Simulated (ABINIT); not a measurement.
# Bi$_{2}$Te$_{3}$: single-point calculation (part 2 of 2)

Continued. System: Bi$_{2}$Te$_{3}$ (R-3m, 5 atoms in the cell). Method: Kohn-Sham DFT of a periodic cell, LDA, HGH LDA, no spin polarisation (ABINIT 10.8.3); cutoff 380.96 eV, 5×5×5 k-mesh, fermi-dirac of 0.05 eV. The structure derives from an entry of the Crystallography Open Database.

Geometry of the input (Å; fractional positions):
```
2.1930  1.2661  10.1657
-2.1930  1.2661  10.1657
0.0000  -2.5323  10.1657
Bi 0.6000  0.6000  0.6000
Bi 0.4000  0.4000  0.4000
Te 0.7905  0.7905  0.7905
Te 0.2095  0.2095  0.2095
Te 0.0000  0.0000  0.0000
```

**The program's output, continued**
```
  1.95E-17 1.98E-17 1.12E-17 2.30E-17 3.80E-17 2.12E-17 3.31E-14 2.98E-14
  1.44E-08 2.29E-05
  -0.4000  0.4000  0.2000    1  1.75173E-09 kpt; spin; max resid(k); each band:
  4.06E-17 5.93E-18 5.59E-17 7.97E-18 4.13E-17 1.93E-17 2.86E-17 1.25E-17
  2.59E-17 2.41E-17 1.59E-17 2.56E-17 3.26E-17 3.06E-17 1.12E-15 2.72E-13
  1.44E-11 1.75E-09
  -0.2000  0.4000  0.2000    1  4.67342E-07 kpt; spin; max resid(k); each band:
  3.11E-17 6.45E-18 5.37E-17 1.70E-17 5.12E-17 2.45E-17 2.51E-17 2.73E-17
  1.55E-17 2.46E-17 1.41E-17 2.42E-17 3.07E-17 2.80E-17 1.96E-17 1.01E-16
  2.50E-15 4.67E-07
  -0.4000 -0.4000  0.2000    1  5.54414E-09 kpt; spin; max resid(k); each band:
  3.80E-17 5.63E-18 5.38E-17 4.58E-18 5.24E-17 2.68E-17 1.45E-17 2.02E-17
  2.63E-17 2.32E-17 8.43E-18 3.76E-17 1.55E-17 3.18E-17 1.20E-16 1.22E-14
  2.56E-13 5.54E-09
   0.4000  0.4000  0.4000    1  9.08890E-07 kpt; spin; max resid(k); each band:
  4.08E-17 6.59E-18 5.49E-17 9.21E-18 4.16E-17 1.58E-17 2.91E-17 2.96E-17
  2.60E-17 7.88E-18 8.99E-18 4.15E-17 3.81E-17 4.84E-17 1.12E-10 7.58E-10
  6.03E-09 9.09E-07
  -0.4000  0.4000  0.4000    1  8.82315E-06 kpt; spin; max resid(k); each band:
  4.31E-17 3.26E-18 5.62E-17 4.77E-18 4.11E-17 1.96E-17 1.72E-17 3.22E-17
  2.96E-17 1.21E-17 3.11E-18 3.02E-17 3.76E-17 2.50E-17 1.05E-15 1.77E-14
  1.17E-07 8.82E-06
 reduced coordinates (array xred) for    5 atoms
       0.600000000000      0.600000000000      0.600000000000
       0.400000000000      0.400000000000      0.400000000000
       0.790500000000      0.790500000000      0.790500000000
       0.209500000000      0.209500000000      0.209500000000
       0.000000000000      0.000000000000      0.000000000000
 rms dE/dt=  4.8211E-02; max dE/dt=  7.2707E-02; dE/dt below (all hartree)
    1       0.022899333400      0.022899333400      0.022899333400
    2      -0.022899333400     -0.022899333400     -0.022899333400
    3       0.072706788863      0.072706788863      0.072706788863
    4      -0.072706788863     -0.072706788863     -0.072706788863
    5       0.000000000000      0.000000000000      0.000000000000

 cartesian coordinates (angstrom) at end:
    1     -0.00000000000000    -0.00000000062858    18.29819998697612
    2     -0.00000000000000    -0.00000000041905    12.19879999131741
    3      0.00000000000000    -0.00000000082815    24.10787848284103
    4     -0.00000000000000    -0.00000000021948     6.38912149545249
    5      0.00000000000000     0.00000000000000     0.00000000000000

 cartesian forces (hartree/bohr) at end:
    1     -0.00000000000000    -0.00000000000000    -0.00119203253246
    2      0.00000000000000     0.00000000000000     0.00119203253246
    3     -0.00000000000000    -0.00000000000000    -0.00378477644479
    4      0.00000000000000     0.00000000000000     0.00378477644479
    5      0.00000000000000    -0.00000000000000    -0.00000000000000
 frms,max,avg= 1.4489295E-03 3.7847764E-03   0.000E+00  0.000E+00  0.000E+00 h/b

 cartesian forces (eV/Angstrom) at end:
    1     -0.00000000000000    -0.00000000000000    -0.06129677735972
    2      0.00000000000000     0.00000000000000     0.06129677735972
    3     -0.00000000000000    -0.00000000000000    -0.19462102985853
    4      0.00000000000000     0.00000000000000     0.19462102985853
    5      0.00000000000000    -0.00000000000000    -0.00000000000000
 frms,max,avg= 7.4506948E-02 1.9462103E-01   0.000E+00  0.000E+00  0.000E+00 e/A
 length scales= 19.797360264800 19.797360264800 19.797360264800 bohr
              = 10.476311881061 10.476311881061 10.476311881061 angstroms
 Fermi (or HOMO) energy (hartree) =   0.04299   Average Vxc (hartree)=  -0.31444
 Eigenvalues (hartree) for nkpt=  19  k points:
 kpt#   1, nband= 18, wtk=  0.00800, kpt=  0.0000  0.0000  0.0000 (reduced coord)
  -0.45246   -0.42630   -0.38157   -0.29161   -0.27482   -0.04717   -0.03789   -0.02403
  -0.02403   -0.02385   -0.02385    0.00737    0.00737    0.03890    0.04702    0.06091
   0.06091    0.11446
      occupation numbers for kpt#   1
   2.00000    2.00000    2.00000    2.00000    2.00000    2.00000    2.00000    2.00000
   2.00000    2.00000    2.00000    2.00000    2.00000    1.80597    0.20113    0.00012
   0.00012    0.00000
 kpt#   2, nband= 18, wtk=  0.04800, kpt=  0.2000  0.0000  0.0000 (reduced coord)
  -0.43979   -0.41587   -0.37316   -0.30433   -0.28570   -0.08989   -0.08722   -0.06692
  -0.05481   -0.03348   -0.02308    0.00156    0.00427    0.02159    0.07563    0.08941
   0.09446    0.11816
      occupation numbers for kpt#   2
   2.00000    2.00000    2.00000    2.00000    2.00000    2.00000    2.00000    2.00000
   2.00000    2.00000    2.00000    2.00000    2.00000    1.99998    0.00000    0.00000
   0.00000    0.00000
 kpt#   3, nband= 18, wtk=  0.04800, kpt=  0.4000  0.0000  0.0000 (reduced coord)
  -0.40438   -0.39266   -0.35716   -0.34206   -0.31537   -0.14674   -0.09218   -0.08759
  -0.07413   -0.06869   -0.06388   -0.03294    0.00547    0.01862    0.06227    0.07866
   0.12016    0.14025
      occupation numbers for kpt#   3
   2.00000    2.00000    2.00000    2.00000    2.00000    2.00000    2.00000    2.00000
   2.00000    2.00000    2.00000    2.00000    2.00000    2.00000    0.00006    0.00000
   0.00000    0.00000
 kpt#   4, nband= 18, wtk=  0.04800, kpt=  0.2000  0.2000  0.0000 (reduced coord)
  -0.43944   -0.41678   -0.37217   -0.30398   -0.28686   -0.09765   -0.07216   -0.06829
  -0.05701   -0.02634   -0.02059   -0.00472   -0.00442    0.01170    0.08571    0.09136
   0.09264    0.12096
      occupation numbers for kpt#   4
   2.00000    2.00000    2.00000    2.00000    2.00000    2.00000    2.00000    2.00000
   2.00000    2.00000    2.00000    2.00000    2.00000    2.00000    0.00000    0.00000
   0.00000    0.00000
 kpt#   5, nband= 18, wtk=  0.09600, kpt=  0.4000  0.2000  0.0000 (reduced coord)
  -0.41504   -0.39851   -0.35977   -0.32601   -0.31285   -0.12431   -0.10949   -0.09696
  -0.07656   -0.05907   -0.05070   -0.02535    0.01167    0.01484    0.07572    0.08562
   0.12287    0.14383
      occupation numbers for kpt#   5
   2.00000    2.00000    2.00000    2.00000    2.00000    2.00000    2.00000    2.00000
   2.00000    2.00000    2.00000    2.00000    2.00000    2.00000    0.00000    0.00000
   0.00000    0.00000
 kpt#   6, nband= 18, wtk=  0.09600, kpt= -0.4000  0.2000  0.0000 (reduced coord)
  -0.37872   -0.37849   -0.36437   -0.34679   -0.34020   -0.14627   -0.11774   -0.11460
  -0.07983   -0.06533   -0.04760   -0.03941   -0.02383   -0.01010    0.10924    0.11785
   0.12797    0.14806
      occupation numbers for kpt#   6
   2.00000    2.00000    2.00000    2.00000    2.00000    2.00000    2.00000    2.00000
   2.00000    2.00000    2.00000    2.00000    2.00000    2.00000    0.00000    0.00000
   0.00000    0.00000
 kpt#   7, nband= 18, wtk=  0.04800, kpt= -0.2000  0.2000  0.0000 (reduced coord)
  -0.41614   -0.39576   -0.36319   -0.32144   -0.31571   -0.12221   -0.11463   -0.08007
  -0.08005   -0.06636   -0.06278   -0.00622   -0.00608    0.02304    0.07339    0.09877
   0.09910    0.14972
      occupation numbers for kpt#   7
   2.00000    2.00000    2.00000    2.00000    2.00000    2.00000    2.00000    2.00000
   2.00000    2.00000    2.00000    2.00000    2.00000    1.99996    0.00000    0.00000
   0.00000    0.00000
 kpt#   8, nband= 18, wtk=  0.04800, kpt=  0.4000  0.4000  0.0000 (reduced coord)
  -0.40492   -0.39044   -0.36389   -0.33423   -0.31783   -0.14532   -0.10541   -0.09240
  -0.08157   -0.04562   -0.03506   -0.02632   -0.01667   -0.01559    0.09450    0.09890
   0.11150    0.13539
      occupation numbers for kpt#   8
   2.00000    2.00000    2.00000    2.00000    2.00000    2.00000    2.00000    2.00000
   2.00000    2.00000    2.00000    2.00000    2.00000    2.00000    0.00000    0.00000
   0.00000    0.00000
 kpt#   9, nband= 18, wtk=  0.04800, kpt= -0.4000  0.4000  0.0000 (reduced coord)
  -0.37903   -0.37873   -0.36021   -0.35342   -0.33735   -0.13132   -0.11756   -0.11155
  -0.09448   -0.09124   -0.07943    0.00439    0.01619    0.01686    0.06963    0.07292
   0.08581    0.17065
      occupation numbers for kpt#   9
   2.00000    2.00000    2.00000    2.00000    2.00000    2.00000    2.00000    2.00000
   2.00000    2.00000    2.00000    2.00000    2.00000    2.00000    0.00000    0.00000
   0.00000    0.00000
 kpt#  10, nband= 18, wtk=  0.01600, kpt=  0.2000  0.2000  0.2000 (reduced coord)
  -0.45113   -0.42999   -0.37595   -0.30490   -0.26386   -0.05581   -0.02904   -0.02686
  -0.02686   -0.01960   -0.01960    0.00420    0.00420    0.03003    0.05707    0.06601
   0.06601    0.10927
      occupation numbers for kpt#  10
   2.00000    2.00000    2.00000    2.00000    2.00000    2.00000    2.00000    2.00000
   2.00000    2.00000    2.00000    2.00000    2.00000    1.99828    0.00094    0.00001
   0.00001    0.00000
 kpt#  11, nband= 18, wtk=  0.04800, kpt=  0.4000  0.2000  0.2000 (reduced coord)
  -0.43765   -0.42108   -0.36521   -0.31681   -0.27787   -0.09787   -0.07878   -0.06096
  -0.05019   -0.04249   -0.03389    0.00635    0.01009    0.02511    0.06695    0.08073
   0.09736    0.12615
      occupation numbers for kpt#  11
   2.00000    2.00000    2.00000    2.00000    2.00000    2.00000    2.00000    2.00000
   2.00000    2.00000    2.00000    2.00000    2.00000    1.99988    0.00000    0.00000
   0.00000    0.00000
 kpt#  12, nband= 18, wtk=  0.04800, kpt= -0.4000  0.2000  0.2000 (reduced coord)
  -0.40211   -0.39584   -0.35849   -0.33628   -0.31913   -0.13824   -0.11296   -0.08382
  -0.07568   -0.07238   -0.06153   -0.00555    0.00370    0.01513    0.06609    0.07985
   0.08579    0.14170
      occupation numbers for kpt#  12
   2.00000    2.00000    2.00000    2.00000    2.00000    2.00000    2.00000    2.00000
   2.00000    2.00000    2.00000    2.00000    2.00000    2.00000    0.00001    0.00000
   0.00000    0.00000
 kpt#  13, nband= 18, wtk=  0.04800, kpt= -0.2000  0.2000  0.2000 (reduced coord)
  -0.40557   -0.38980   -0.36132   -0.33991   -0.31467   -0.14941   -0.09906   -0.07922
  -0.07702   -0.05566   -0.05392   -0.04097   -0.00581   -0.00319    0.08184    0.09532
   0.13197    0.13573
      occupation numbers for kpt#  13
   2.00000    2.00000    2.00000    2.00000    2.00000    2.00000    2.00000    2.00000
   2.00000    2.00000    2.00000    2.00000    2.00000    2.00000    0.00000    0.00000
   0.00000    0.00000
 kpt#  14, nband= 18, wtk=  0.04800, kpt=  0.4000  0.4000  0.2000 (reduced coord)
  -0.43679   -0.42265   -0.36357   -0.31717   -0.27906   -0.10233   -0.06557   -0.05602
  -0.05554   -0.03746   -0.03137   -0.00792    0.00219    0.01344    0.07615    0.08080
   0.10796    0.12955
      occupation numbers for kpt#  14
   2.00000    2.00000    2.00000    2.00000    2.00000    2.00000    2.00000    2.00000
   2.00000    2.00000    2.00000    2.00000    2.00000    2.00000    0.00000    0.00000
   0.00000    0.00000
 kpt#  15, nband= 18, wtk=  0.09600, kpt= -0.4000  0.4000  0.2000 (reduced coord)
  -0.41239   -0.40336   -0.35370   -0.33220   -0.31042   -0.12360   -0.11458   -0.09491
  -0.07825   -0.06595   -0.02912   -0.01829   -0.00466    0.00657    0.08551    0.09983
   0.11429    0.13141
      occupation numbers for kpt#  15
   2.00000    2.00000    2.00000    2.00000    2.00000    2.00000    2.00000    2.00000
   2.00000    2.00000    2.00000    2.00000    2.00000    2.00000    0.00000    0.00000
   0.00000    0.00000
 kpt#  16, nband= 18, wtk=  0.09600, kpt= -0.2000  0.4000  0.2000 (reduced coord)
  -0.37891   -0.37864   -0.36223   -0.35072   -0.33817   -0.13962   -0.11528   -0.10815
  -0.09925   -0.08199   -0.06573   -0.01262   -0.00370    0.01175    0.08315    0.09030
   0.10086    0.16562
      occupation numbers for kpt#  16
   2.00000    2.00000    2.00000    2.00000    2.00000    2.00000    2.00000    2.00000
   2.00000    2.00000    2.00000    2.00000    2.00000    2.00000    0.00000    0.00000
   0.00000    0.00000
 kpt#  17, nband= 18, wtk=  0.04800, kpt= -0.4000 -0.4000  0.2000 (reduced coord)
  -0.40284   -0.39424   -0.36207   -0.33029   -0.32223   -0.13561   -0.11882   -0.09310
  -0.08028   -0.05265   -0.05097   -0.00888   -0.00754    0.00552    0.07191    0.08711
   0.09698    0.13541
      occupation numbers for kpt#  17
   2.00000    2.00000    2.00000    2.00000    2.00000    2.00000    2.00000    2.00000
   2.00000    2.00000    2.00000    2.00000    2.00000    2.00000    0.00000    0.00000
   0.00000    0.00000
 kpt#  18, nband= 18, wtk=  0.01600, kpt=  0.4000  0.4000  0.4000 (reduced coord)
  -0.44790   -0.43632   -0.36571   -0.32037   -0.25394   -0.06351   -0.02829   -0.02829
  -0.02053   -0.01471   -0.01471   -0.00167   -0.00167    0.02191    0.06787    0.07663
   0.07663    0.10101
      occupation numbers for kpt#  18
   2.00000    2.00000    2.00000    2.00000    2.00000    2.00000    2.00000    2.00000
   2.00000    2.00000    2.00000    2.00000    2.00000    1.99998    0.00000    0.00000
   0.00000    0.00000
 kpt#  19, nband= 18, wtk=  0.04800, kpt= -0.4000  0.4000  0.4000 (reduced coord)
  -0.43481   -0.42590   -0.35828   -0.32448   -0.27539   -0.10266   -0.06580   -0.05845
  -0.05196   -0.04030   -0.03535   -0.01272    0.01090    0.02880    0.06319    0.07445
   0.11602    0.13030
      occupation numbers for kpt#  19
   2.00000    2.00000    2.00000    2.00000    2.00000    2.00000    2.00000    2.00000
   2.00000    2.00000    2.00000    2.00000    2.00000    1.99912    0.00003    0.00000
   0.00000    0.00000
 Total charge density [el/Bohr^3]
)     Maximum=    8.2263E-02  at reduced coord.    0.6667    0.6806    0.9861
)Next maximum=    8.2263E-02  at reduced coord.    0.6806    0.6667    0.9861
)     Minimum=    7.1666E-06  at reduced coord.    0.2222    0.2222    0.1944
)Next minimum=    7.1666E-06  at reduced coord.    0.2222    0.1944    0.2222
   Integrated=    2.8000E+01

--- !EnergyTerms
iteration_state     : {dtset: 1, }
comment             : Components of total free energy in Hartree
kinetic             :  1.07182485893230E+01
hartree             :  2.09824272353253E+00
xc                  : -8.06270123184698E+00
Ewald energy        : -3.64335286951669E+01
psp_core            :  4.68678910986640E+00
local_psp           : -9.45573865183650E+00
non_local_psp       :  4.48351632695561E-01
internal            : -3.60003365234328E+01
'-kT*entropy'       : -2.06245458768447E-05
total_energy        : -3.60003571479787E+01
total_energy_eV     : -9.79619623346911E+02
band_energy         : -4.60774800406830E+00
...

 Cartesian components of stress tensor (hartree/bohr^3)
  sigma(1 1)=  6.87309092E-05  sigma(3 2)=  1.43232164E-13
  sigma(2 2)=  6.87309094E-05  sigma(3 1)=  0.00000000E+00
  sigma(3 3)=  8.41369539E-05  sigma(2 1)=  0.00000000E+00

-Cartesian components of stress tensor (GPa)         [Pressure= -2.1732E+00 GPa]
- sigma(1 1)=  2.02213316E+00  sigma(3 2)=  4.21403574E-09
- sigma(2 2)=  2.02213317E+00  sigma(3 1)=  0.00000000E+00
- sigma(3 3)=  2.47539465E+00  sigma(2 1)=  0.00000000E+00

== END DATASET(S) ==============================================================
================================================================================

 -outvars: echo values of variables after computation  --------
            acell      1.9797360265E+01  1.9797360265E+01  1.9797360265E+01 Bohr
           etotal     -3.6000357148E+01
            fcart     -7.8563666376E-19 -2.7446473965E-19 -1.1920325325E-03
                       7.7658440247E-19  5.3467326105E-19  1.1920325325E-03
                      -2.2008437142E-18 -2.2345531472E-19 -3.7847764448E-03
                       2.2068785551E-18  4.9982967122E-20  3.7847764448E-03
                       3.0174204304E-21 -8.6736173799E-20 -0.0000000000E+00
            rprim      2.0932939220E-01  1.2085638090E-01  9.7034784520E-01
                      -2.0932939220E-01  1.2085638090E-01  9.7034784520E-01
                       0.0000000000E+00 -2.4171276190E-01  9.7034784520E-01
           strten      6.8730909172E-05  6.8730909354E-05  8.4136953856E-05
                       1.4323216362E-13  0.0000000000E+00  0.0000000000E+00
           xangst     -1.0164023807E-17 -6.2857914238E-10  1.8298199987E+01
                      -2.5410059518E-18 -4.1905265177E-10  1.2198799991E+01
                       1.4714455046E-17 -8.2815289667E-10  2.4107878483E+01
                      -2.7419484805E-17 -2.1947875691E-10  6.3891214955E+00
                       0.0000000000E+00  0.0000000000E+00  0.0000000000E+00
             xred      6.0000000000E-01  6.0000000000E-01  6.0000000000E-01
                       4.0000000000E-01  4.0000000000E-01  4.0000000000E-01
                       7.9050000000E-01  7.9050000000E-01  7.9050000000E-01
                       2.0950000000E-01  2.0950000000E-01  2.0950000000E-01
                       0.0000000000E+00  0.0000000000E+00  0.0000000000E+00
 Calculation completed.
```

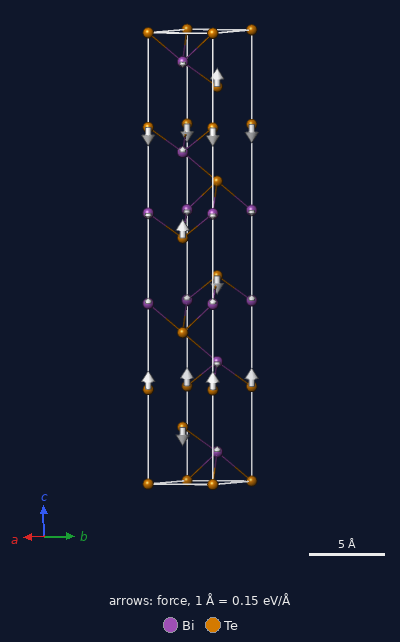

Fig. 1: Forces on the atoms as white arrows (ball-and-stick view of the cell 3 times as large as that of the calculation, set on its symmetry axes, seen at an oblique angle). The largest act on Te3, Te4 (0.19 eV/Å); Bi1, Bi2 (0.06 eV/Å). Atoms are counted from 1 in the order of the input and aren't labelled in the picture. The geometry is not a stationary point of this energy.
